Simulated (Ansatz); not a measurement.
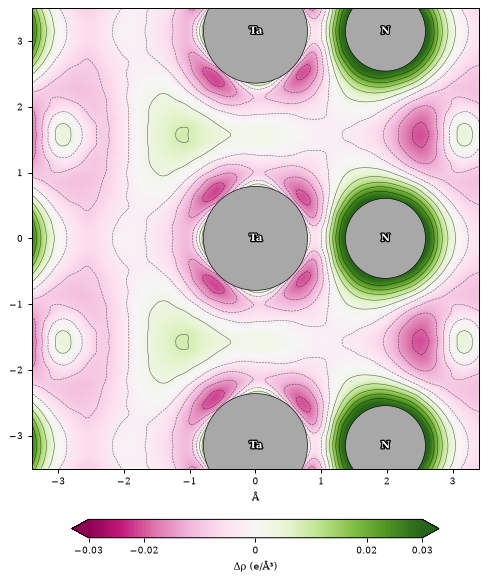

TaN. Difference of the valence pseudo-densities of two functionals at the same geometry, on the (11̄0) plane of the calculation cell: r2SCAN less LDA.

Both computed with Ansatz (plane waves, PAW), on the same k-point mesh. Grey discs cover the atomic cores.

What does the difference map show?

Answer. Against LDA, r2SCAN gives less density around Ta (−0.008 e/Å³ on average at 1.2 Å from the nucleus) and more density around N (+0.021 e/Å³ on average at 0.8 Å from the nucleus).
